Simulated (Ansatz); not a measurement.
# Geometry relaxation of Ta4N (part 1 of 2)

Ta4N (slab, 5 atoms in the cell), computed with DFT PBEsol, scalar-relativistic, plane waves, PAW, PAW set soft_1, no spin polarisation (Ansatz 0.2.0).

The structure derives from an entry of the Crystallography Open Database. The input holds or restrains some coordinates. Forces given for the steps count only the free coordinates. Figures and captions count atoms from 1; the log counts them from 0 in places.

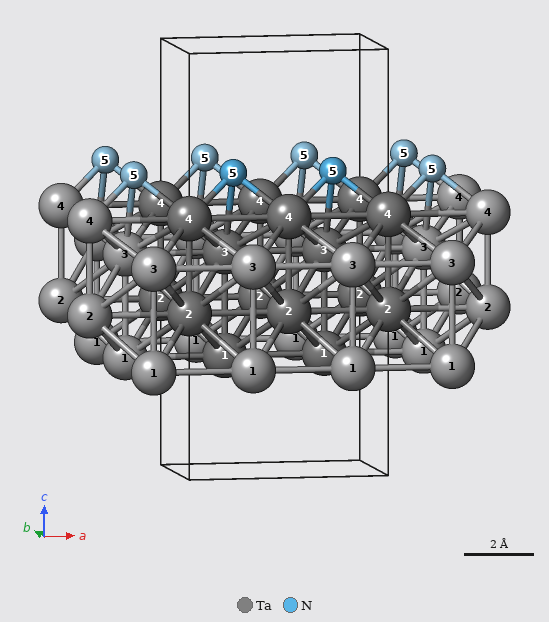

The starting structure (ball-and-stick view of the 2 × 1 repeat of the cell, with the vacuum cut short, seen slightly off an axis; neighbours outside the cell are drawn fainter; atoms are numbered from 1 in the order of the input). An atom can appear more than once, as a periodic image.

Input file
```yaml
crystal:
  lattice:
    - [2.9524503659, 0.0, 0.0]
    - [0.0, 4.1753953497, 0.0]
    - [0.0, 0.0, 19.7503089619]
  atoms:
    - { symbol: Ta, position: [0.5, 0.5, 0.2025284773] }
    - { symbol: Ta, position: [0.0, 0.0, 0.2772728869] }
    - { symbol: Ta, position: [0.5, 0.5, 0.356012854] }
    - { symbol: Ta, position: [0.0, 0.0, 0.4177306278] }
    - { symbol: "N", position: [0.5, 0.2, 0.4795018134] }
basis:
  ecutwfc: 420
kpoints:
  mp_grid: { grid: [9, 7, 1] }
hamiltonian:
  xc: pbesol
  pseudopotentials: { kind: paw, azcp: { folder: soft_1 } }
scf:
  occupations: { method: gaussian, width: 0.1 }
output:
  forces: true
  eigenvalues: true
  write_density: true
  write_potential: true
  elf: true
  volumetric_format: npy
relax:
  adjacent_minimum: "off"
  f_tol: 0.025
  max_steps: 16
  constraints: [{ sites: [0, 1, 2, 3] }, { sites: [4], fix: xy }]
efield:
  axis: 3
  dipole_correction: true
  ramp_width: 0.04
```

Run on 2 threads of Arm Neoverse V2, 24 GiB of memory available, shared host.

Launch command:
```bash
ansatz run input.yaml --threads 2 --pin off --max-ram 6144MiB --backend cpu --events-out ev --progress --plain --runs-dir out
```

Output
```
Warning: [file] the record states the generating functional pbe (its physics header spells it `PBE`), which answers neither for hamiltonian.xc's functional nor for the pbesol family's — results may be inconsistent (PPs are generated against a specific XC)
Warning: [file] the record states the generating functional pbe (its physics header spells it `PBE`), which answers neither for hamiltonian.xc's functional nor for the pbesol family's — results may be inconsistent (PPs are generated against a specific XC)
Engine: ansatz 0.2.0, aarch64-unknown-linux-gnu
Pseudopotentials: kind: paw
Pseudopotential: Ta, paw, valence charge 13, recommended cutoff 420 eV (normal), [file]
Pseudopotential: N, paw, valence charge 5, recommended cutoff 420 eV (normal), [file]
Functional definition: PBEsol
  exchange = pbesol_x
  correlation = pbesol_c
Crystal: 5 atoms, lattice volume = 243.475 Å³
Basis set: ecut = 420 eV, 4727 PW (Γ), exchange–correlation on 40×60×270 points (8 copies of the dense FFT grid, shifted against one another)
Bands: 35, of which v1, the nominal top of the filled ones, is band 29 counted from 1 (28 counted from 0)
Symmetry: 2 space group operations
Space group: Pm (ITA 6), of the structure as read, at distance tolerance 6.2e-5 Å
k-points: 20 of 63 (time reversal used)
Non-local potential: Ta, projectors of the file, l = 0: 3, l = 1: 2, l = 2: 2, l = 3: 1
Non-local potential: N, projectors of the file, l = 0: 2, l = 1: 2, l = 2: 1
PAW form: soft (Blöchl's): semilocal exchange-correlation on the pseudo side does not see the compensation charge
PAW frozen core: Ta, regenerated for the run's functional, and the local potential with it (the file was generated under x = pbe(κ = 0.804, μ = 0.2195149727645171), c = pbe(β = 0.06672455060314922))
PAW frozen core: N, regenerated for the run's functional, and the local potential with it (the file was generated under x = pbe(κ = 0.804, μ = 0.2195149727645171), c = pbe(β = 0.06672455060314922))
PAW one-centre angular grid: Ta, 590 points (default); XC on 64 Gauss nodes
PAW one-centre angular grid: N, 110 points (default); XC on 64 Gauss nodes
Initial density: superposition of atomic densities (neutral atoms: chi_scale 0, normalization atom)
Initial wavefunctions: pseudopotential atomic-orbital guess
Functional: x = pbesol(κ = 0.804, μ = 0.12345679012345678), c = pbesol(β = 0.046)
SCF iter   1: F=—  HF=-39607.636419 eV  |F-HF|=—  |Δ(HF+E_count)|=         —  Δρ=5.82e-2  dr2=5.03e1  ethr=3.10e-3  p=-0.000 e·Å  D=-2.57e-6 V/Å  ΔV_dip=0.00 eV  dr2_dipole=1.86e1  V_vac-E_F(+/−)=7.49/7.49 eV  ⟨swp⟩=8.9  Hψ=3663  notcnv=0
efield: sawtooth ramp at fractional position 0.8210 (placed from the atoms, in the widest stretch of the axis that holds none; the zero of the levels goes with the place), width 0.0400; the density the first Hamiltonian is built on has a dipole p = -0.000 e·Å; the dipole correction subtracts the counter field D = -2.57e-6 V/Å, which shifts the + side's vacuum level by +0.00 eV against the − side's; the planar-averaged density in the ramp window peaks in size at 1.8e-6 e/Å³
preconditioner: auto → LDOS  [metal: Δε(μ)=0.014 eV  Ē_g=5.306 eV  σ=0.100 eV  W_gap=0.08  n_scr=32 (ndim 8)  ℏωp=11.9 eV  f_vac=0.556  D(μ)=4.13/eV (n_scr^D=20)  β→1.0]
SCF iter   2: F=—  HF=-39606.841554 eV  |F-HF|=—  |Δ(HF+E_count)|=   7.95e-1  Δρ=5.25e-2  dr2=7.49e1  ethr=3.10e-3  p=-0.427 e·Å  D=-3.17e-1 V/Å  ΔV_dip=6.26 eV  dr2_dipole=3.02e1  V_vac-E_F(+/−)=6.87/0.61 eV  ⟨swp⟩=7.7  Hψ=2414  notcnv=0  defer=28
SCF iter   3: F=—  HF=-39603.528378 eV  |F-HF|=—  |Δ(HF+E_count)|=    3.31e0  Δρ=1.09e-2  dr2=1.35e0  ethr=3.10e-3  p=-0.110 e·Å  D=-8.16e-2 V/Å  ΔV_dip=1.61 eV  dr2_dipole=3.90e-1  V_vac-E_F(+/−)=6.64/5.02 eV  ⟨swp⟩=6.5  Hψ=2078  notcnv=0  defer=23
SCF iter   4: F=—  HF=-39603.426032 eV  |F-HF|=—  |Δ(HF+E_count)|=   1.02e-1  Δρ=4.05e-3  dr2=1.40e-1  ethr=2.36e-3  p=-0.152 e·Å  D=-1.13e-1 V/Å  ΔV_dip=2.22 eV  dr2_dipole=2.50e-2  V_vac-E_F(+/−)=6.65/4.43 eV  ⟨swp⟩=2.6  Hψ=903  notcnv=0  defer=21
SCF iter   5: F=—  HF=-39603.414589 eV  |F-HF|=—  |Δ(HF+E_count)|=   1.14e-2  Δρ=2.07e-3  dr2=8.96e-2  ethr=2.46e-4  p=-0.179 e·Å  D=-1.33e-1 V/Å  ΔV_dip=2.63 eV  dr2_dipole=3.47e-2  V_vac-E_F(+/−)=6.57/3.94 eV  ⟨swp⟩=2.6  Hψ=1085  notcnv=0  defer=20
SCF iter   6: F=—  HF=-39603.412633 eV  |F-HF|=—  |Δ(HF+E_count)|=   1.96e-3  Δρ=7.26e-4  dr2=8.48e-3  ethr=1.57e-4  p=-0.178 e·Å  D=-1.33e-1 V/Å  ΔV_dip=2.62 eV  dr2_dipole=2.60e-3  V_vac-E_F(+/−)=6.56/3.94 eV  ⟨swp⟩=1.1  Hψ=700  notcnv=0  defer=20
SCF iter   7: F=—  HF=-39603.412537 eV  |F-HF|=—  |Δ(HF+E_count)|=   9.58e-5  Δρ=2.00e-4  dr2=4.56e-4  ethr=1.49e-5  p=-0.179 e·Å  D=-1.33e-1 V/Å  ΔV_dip=2.62 eV  dr2_dipole=1.42e-4  V_vac-E_F(+/−)=6.56/3.94 eV  ⟨swp⟩=2.1  Hψ=871  notcnv=0  defer=19
SCF iter   8: F=—  HF=-39603.412517 eV  |F-HF|=—  |Δ(HF+E_count)|=   2.00e-5  Δρ=9.09e-5  dr2=5.98e-5  ethr=8.01e-7  p=-0.180 e·Å  D=-1.34e-1 V/Å  ΔV_dip=2.65 eV  dr2_dipole=5.47e-6  V_vac-E_F(+/−)=6.56/3.91 eV  ⟨swp⟩=2.1  Hψ=942  notcnv=0  defer=19
SCF iter   9: F=-39603.412504 eV  HF=-39603.412514 eV  |F-HF|=9.88e-6  |Δ(HF+E_count)|=   3.60e-6  Δρ=3.94e-5  dr2=1.47e-5  ethr=2.74e-8  p=-0.181 e·Å  D=-1.35e-1 V/Å  ΔV_dip=2.66 eV  dr2_dipole=8.53e-7  V_vac-E_F(+/−)=6.56/3.90 eV  ⟨swp⟩=26.2  Hψ=8361  notcnv=0
SCF 1 converged in 9 iterations: F = -39603.412504 eV  dr2 = 1.47e-5
  Residual-converged pass: ⟨swp⟩=1.0  Hψ=780  notcnv=0  max |occ|·‖R‖ = 7.0e-9 eV (tolerance 1.0e-8 eV)  dr2=1.47e-5  dr2_onsite=5.72e-8  max |Δocc| = 3.1e-10
  greatest PAW one-centre occupation: 0.999 electrons in one spin orbital (limit 2), on the Ta atom at site 3 (counted from 0), in its partial waves of l = 0
relax step   1: F+E_penalty+E_count = -39603.41250366 eV  Δ(F+E_penalty+E_count) = +0.000e0 eV  max|allowed force component| = 4.713e0 eV/Å  Δτ_max = 0.0000 Å  (9 SCF iters, dr2 threshold 1.56e-5 eV, accepted)
Initial density: handed on by an earlier stage of this run
Initial wavefunctions: those handed on with the density
iter 1 solved again at ethr=5.36e-4 eV; its pass at ethr=3.10e-3 eV (dr2=3.06e-1 eV) is discarded
SCF iter   1: F=—  HF=-39604.259274 eV  |F-HF|=—  |Δ(HF+E_count)|=         —  Δρ=1.17e-2  dr2=3.48e-1  ethr=5.36e-4  p=-0.181 e·Å  D=-1.35e-1 V/Å  ΔV_dip=2.66 eV  dr2_dipole=1.64e-2  V_vac-E_F(+/−)=6.59/3.93 eV  ⟨swp⟩=2.0  Hψ=2607  notcnv=0  defer=20
efield: sawtooth ramp at fractional position 0.8210 (handed on by an earlier solve), width 0.0400; the density the first Hamiltonian is built on has a dipole p = -0.181 e·Å; the dipole correction subtracts the counter field D = -1.35e-1 V/Å, which shifts the + side's vacuum level by +2.66 eV against the − side's; the planar-averaged density in the ramp window peaks in size at 2.8e-6 e/Å³
eigensolver tolerance schedule calibrated: the retry pair's looser diagonalisation under-reported the residual by θ = 0.12 (0.16/decade); ethr = c·dr2/N_el runs at the constant in force after the calibration composes with the one it found (an armed cap, an earlier calibration), c = 3.9e-2
preconditioner: auto → LDOS  [metal: Δε(μ)=0.015 eV  Ē_g=4.731 eV  σ=0.100 eV  W_gap=0.09  n_scr=32 (ndim 8)  ℏωp=11.9 eV  f_vac=0.575  D(μ)=5.02/eV (n_scr^D=26)  β→1.0]
SCF iter   2: F=—  HF=-39604.193352 eV  |F-HF|=—  |Δ(HF+E_count)|=   6.59e-2  Δρ=4.84e-3  dr2=5.62e-2  ethr=2.37e-4  p=-0.130 e·Å  D=-9.64e-2 V/Å  ΔV_dip=1.90 eV  dr2_dipole=7.80e-4  V_vac-E_F(+/−)=5.81/3.91 eV  ⟨swp⟩=3.0  Hψ=1296  notcnv=0  defer=20
SCF iter   3: F=—  HF=-39604.180143 eV  |F-HF|=—  |Δ(HF+E_count)|=   1.32e-2  Δρ=6.90e-4  dr2=1.66e-3  ethr=3.82e-5  p=-0.146 e·Å  D=-1.08e-1 V/Å  ΔV_dip=2.14 eV  dr2_dipole=6.28e-5  V_vac-E_F(+/−)=6.06/3.91 eV  ⟨swp⟩=3.1  Hψ=1353  notcnv=0  defer=21
SCF iter   4: F=—  HF=-39604.179796 eV  |F-HF|=—  |Δ(HF+E_count)|=   3.47e-4  Δρ=2.43e-4  dr2=2.18e-4  ethr=1.13e-6  p=-0.144 e·Å  D=-1.07e-1 V/Å  ΔV_dip=2.11 eV  dr2_dipole=1.48e-7  V_vac-E_F(+/−)=6.03/3.91 eV  ⟨swp⟩=2.9  Hψ=1321  notcnv=0  defer=21
SCF iter   5: F=-39604.179812 eV  HF=-39604.179805 eV  |F-HF|=6.72e-6  |Δ(HF+E_count)|=   9.09e-6  Δρ=6.34e-5  dr2=7.41e-6  ethr=6.81e-8  p=-0.144 e·Å  D=-1.07e-1 V/Å  ΔV_dip=2.11 eV  dr2_dipole=1.29e-8  V_vac-E_F(+/−)=6.03/3.91 eV  ⟨swp⟩=21.6  Hψ=7877  notcnv=0
SCF 2 converged in 5 iterations: F = -39604.179812 eV  dr2 = 7.41e-6
relax step   2: F+E_penalty+E_count = -39604.17981169 eV  Δ(F+E_penalty+E_count) = -7.673e-1 eV  max|allowed force component| = 3.017e0 eV/Å  Δτ_max = 0.1950 Å  (5 SCF iters, dr2 threshold 1.00e-4 eV, accepted)
iter 1 solved again at ethr=4.80e-4 eV; its pass at ethr=3.10e-3 eV (dr2=2.73e-1 eV) is discarded
SCF iter   1: F=—  HF=-39604.643470 eV  |F-HF|=—  |Δ(HF+E_count)|=         —  Δρ=1.10e-2  dr2=2.96e-1  ethr=4.80e-4  p=-0.144 e·Å  D=-1.07e-1 V/Å  ΔV_dip=2.11 eV  dr2_dipole=3.61e-5  V_vac-E_F(+/−)=6.04/3.93 eV  ⟨swp⟩=2.0  Hψ=2648  notcnv=0  defer=21
efield: sawtooth ramp at fractional position 0.8210 (handed on by an earlier solve), width 0.0400; the density the first Hamiltonian is built on has a dipole p = -0.144 e·Å; the dipole correction subtracts the counter field D = -1.07e-1 V/Å, which shifts the + side's vacuum level by +2.11 eV against the − side's; the planar-averaged density in the ramp window peaks in size at 3.1e-6 e/Å³
preconditioner: auto → LDOS  [metal: Δε(μ)=0.017 eV  Ē_g=4.951 eV  σ=0.100 eV  W_gap=0.10  n_scr=32 (ndim 8)  ℏωp=11.9 eV  f_vac=0.580  D(μ)=4.10/eV (n_scr^D=20)  β→1.0]
SCF iter   2: F=—  HF=-39604.586269 eV  |F-HF|=—  |Δ(HF+E_count)|=   5.72e-2  Δρ=6.18e-3  dr2=1.29e-1  ethr=4.80e-4  p=-0.066 e·Å  D=-4.91e-2 V/Å  ΔV_dip=0.97 eV  dr2_dipole=8.26e-4  V_vac-E_F(+/−)=4.89/3.92 eV  ⟨swp⟩=3.3  Hψ=1333  notcnv=0  defer=21
SCF iter   3: F=—  HF=-39604.547062 eV  |F-HF|=—  |Δ(HF+E_count)|=   3.92e-2  Δρ=8.20e-4  dr2=3.49e-3  ethr=2.27e-4  p=-0.098 e·Å  D=-7.26e-2 V/Å  ΔV_dip=1.43 eV  dr2_dipole=7.17e-6  V_vac-E_F(+/−)=5.36/3.92 eV  ⟨swp⟩=2.5  Hψ=1183  notcnv=0  defer=22
SCF iter   4: F=—  HF=-39604.546133 eV  |F-HF|=—  |Δ(HF+E_count)|=   9.28e-4  Δρ=2.57e-4  dr2=2.30e-4  ethr=6.12e-6  p=-0.095 e·Å  D=-7.10e-2 V/Å  ΔV_dip=1.40 eV  dr2_dipole=1.89e-6  V_vac-E_F(+/−)=5.32/3.92 eV  ⟨swp⟩=3.0  Hψ=1304  notcnv=0  defer=22
SCF iter   5: F=-39604.546159 eV  HF=-39604.546153 eV  |F-HF|=5.77e-6  |Δ(HF+E_count)|=   2.00e-5  Δρ=7.05e-5  dr2=9.10e-6  ethr=1.75e-7  p=-0.095 e·Å  D=-7.08e-2 V/Å  ΔV_dip=1.40 eV  dr2_dipole=1.91e-9  V_vac-E_F(+/−)=5.32/3.92 eV  ⟨swp⟩=22.6  Hψ=8072  notcnv=0
SCF 3 converged in 5 iterations: F = -39604.546159 eV  dr2 = 9.10e-6
relax step   3: F+E_penalty+E_count = -39604.54615894 eV  Δ(F+E_penalty+E_count) = -3.663e-1 eV  max|allowed force component| = 6.633e-1 eV/Å  Δτ_max = 0.1950 Å  (5 SCF iters, dr2 threshold 1.00e-4 eV, accepted)
SCF iter   1: F=—  HF=-39604.572874 eV  |F-HF|=—  |Δ(HF+E_count)|=         —  Δρ=3.23e-3  dr2=2.86e-2  ethr=4.56e-4  p=-0.095 e·Å  D=-7.08e-2 V/Å  ΔV_dip=1.40 eV  dr2_dipole=2.18e-3  V_vac-E_F(+/−)=5.32/3.92 eV  ⟨swp⟩=3.0  Hψ=1445  notcnv=0  defer=21
efield: sawtooth ramp at fractional position 0.8210 (handed on by an earlier solve), width 0.0400; the density the first Hamiltonian is built on has a dipole p = -0.095 e·Å; the dipole correction subtracts the counter field D = -7.08e-2 V/Å, which shifts the + side's vacuum level by +1.40 eV against the − side's; the planar-averaged density in the ramp window peaks in size at 2.5e-6 e/Å³
preconditioner: auto → LDOS  [metal: Δε(μ)=0.015 eV  Ē_g=4.972 eV  σ=0.100 eV  W_gap=0.08  n_scr=32 (ndim 8)  ℏωp=11.9 eV  f_vac=0.582  D(μ)=3.97/eV (n_scr^D=20)  β→1.0]
SCF iter   2: F=—  HF=-39604.567647 eV  |F-HF|=—  |Δ(HF+E_count)|=   5.23e-3  Δρ=2.05e-3  dr2=1.69e-2  ethr=5.01e-5  p=-0.070 e·Å  D=-5.17e-2 V/Å  ΔV_dip=1.02 eV  dr2_dipole=9.37e-4  V_vac-E_F(+/−)=4.94/3.92 eV  ⟨swp⟩=3.0  Hψ=1314  notcnv=0  defer=20
SCF iter   3: F=—  HF=-39604.562707 eV  |F-HF|=—  |Δ(HF+E_count)|=   4.94e-3  Δρ=2.80e-4  dr2=4.54e-4  ethr=2.96e-5  p=-0.080 e·Å  D=-5.95e-2 V/Å  ΔV_dip=1.17 eV  dr2_dipole=2.58e-7  V_vac-E_F(+/−)=5.10/3.92 eV  ⟨swp⟩=2.5  Hψ=1194  notcnv=0  defer=20
SCF iter   4: F=-39604.562616 eV  HF=-39604.562617 eV  |F-HF|=1.33e-6  |Δ(HF+E_count)|=   8.94e-5  Δρ=8.91e-5  dr2=1.96e-5  ethr=4.82e-8  p=-0.079 e·Å  D=-5.90e-2 V/Å  ΔV_dip=1.17 eV  dr2_dipole=1.72e-7  V_vac-E_F(+/−)=5.09/3.92 eV  ⟨swp⟩=21.6  Hψ=8192  notcnv=0
SCF 4 converged in 4 iterations: F = -39604.562616 eV  dr2 = 1.96e-5
relax step   4: F+E_penalty+E_count = -39604.56261597 eV  Δ(F+E_penalty+E_count) = -1.646e-2 eV  max|allowed force component| = 9.467e-2 eV/Å  Δτ_max = 0.0578 Å  (4 SCF iters, dr2 threshold 2.75e-5 eV, accepted)
SCF iter   1: F=—  HF=-39604.563022 eV  |F-HF|=—  |Δ(HF+E_count)|=         —  Δρ=3.70e-4  dr2=4.71e-4  ethr=7.62e-6  p=-0.079 e·Å  D=-5.90e-2 V/Å  ΔV_dip=1.17 eV  dr2_dipole=4.68e-5  V_vac-E_F(+/−)=5.09/3.92 eV  ⟨swp⟩=2.0  Hψ=1268  notcnv=0
efield: sawtooth ramp at fractional position 0.8210 (handed on by an earlier solve), width 0.0400; the density the first Hamiltonian is built on has a dipole p = -0.079 e·Å; the dipole correction subtracts the counter field D = -5.90e-2 V/Å, which shifts the + side's vacuum level by +1.17 eV against the − side's; the planar-averaged density in the ramp window peaks in size at 2.9e-6 e/Å³
preconditioner: auto → LDOS  [metal: Δε(μ)=0.016 eV  Ē_g=4.953 eV  σ=0.100 eV  W_gap=0.09  n_scr=32 (ndim 8)  ℏωp=11.9 eV  f_vac=0.582  D(μ)=4.02/eV (n_scr^D=20)  β→1.0]
SCF iter   2: F=—  HF=-39604.562968 eV  |F-HF|=—  |Δ(HF+E_count)|=   5.40e-5  Δρ=2.66e-4  dr2=3.62e-4  ethr=8.27e-7  p=-0.082 e·Å  D=-6.12e-2 V/Å  ΔV_dip=1.21 eV  dr2_dipole=9.41e-6  V_vac-E_F(+/−)=5.13/3.92 eV  ⟨swp⟩=3.3  Hψ=1391  notcnv=0
SCF iter   3: F=—  HF=-39604.562872 eV  |F-HF|=—  |Δ(HF+E_count)|=   9.51e-5  Δρ=3.15e-5  dr2=5.54e-6  ethr=6.34e-7  p=-0.081 e·Å  D=-6.03e-2 V/Å  ΔV_dip=1.19 eV  dr2_dipole=4.52e-8  V_vac-E_F(+/−)=5.11/3.92 eV  ⟨swp⟩=2.2  Hψ=1058  notcnv=0
SCF iter   4: F=—  HF=-39604.562974 eV  |F-HF|=—  |Δ(HF+E_count)|=   1.02e-4  Δρ=8.50e-6  dr2=1.39e-7  ethr=9.73e-9  p=-0.081 e·Å  D=-6.03e-2 V/Å  ΔV_dip=1.19 eV  dr2_dipole=1.24e-8  V_vac-E_F(+/−)=5.12/3.92 eV  ⟨swp⟩=2.6  Hψ=1205  notcnv=0
SCF iter   5: F=-39604.562974 eV  HF=-39604.562974 eV  |F-HF|=1.29e-8  |Δ(HF+E_count)|=   9.03e-8  Δρ=1.94e-6  dr2=1.11e-8  ethr=1.75e-10  p=-0.081 e·Å  D=-6.03e-2 V/Å  ΔV_dip=1.19 eV  dr2_dipole=4.76e-10  V_vac-E_F(+/−)=5.12/3.92 eV  ⟨swp⟩=17.2  Hψ=5921  notcnv=0
SCF 5 converged in 5 iterations: F = -39604.562974 eV  dr2 = 1.11e-8
relax step   5: F+E_penalty+E_count = -39604.56297411 eV  Δ(F+E_penalty+E_count) = -3.581e-4 eV  max|allowed force component| = 1.787e-3 eV/Å  Δτ_max = 0.0071 Å  (5 SCF iters, accepted)
```

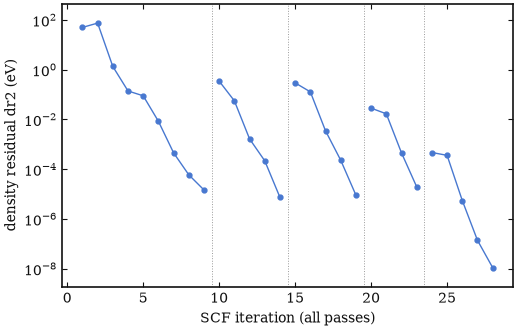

Convergence of the self-consistent field: density residual dr2 against the SCF iteration. The dotted lines part the SCF passes of the relaxation: geometry steps, rejected trials and re-solves on a re-selected basis. The 5 passes take 4 to 9 iterations each, 28 in all.

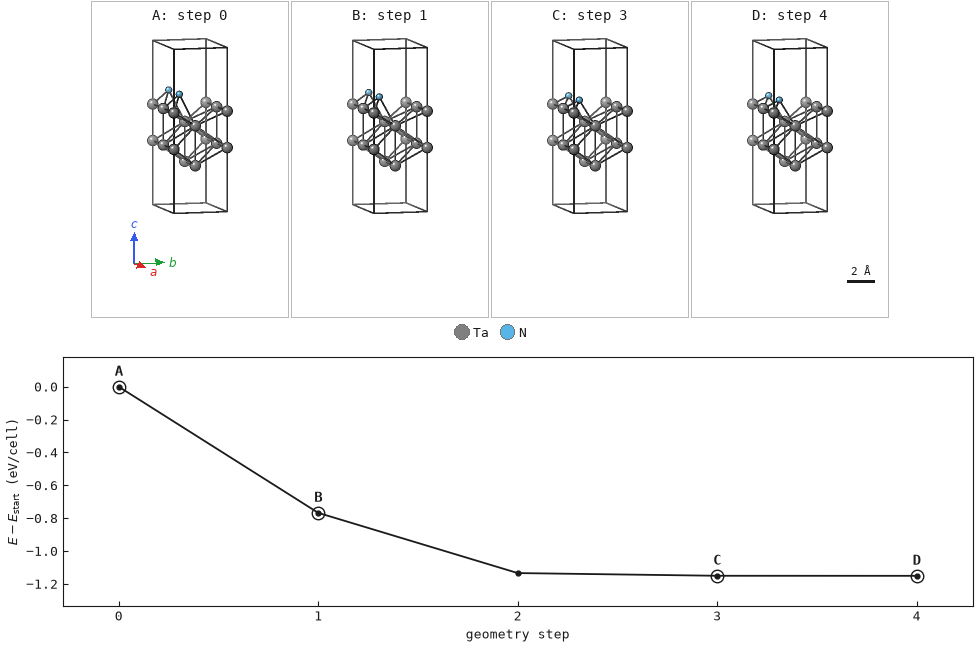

Frames of the restrained relaxation (ball-and-stick view of the 2 × 1 repeat of the cell, with the vacuum cut short, seen slightly off an axis) above the curves, on which the letters mark them (the first geometry is step 0 here and step 1 in the log).
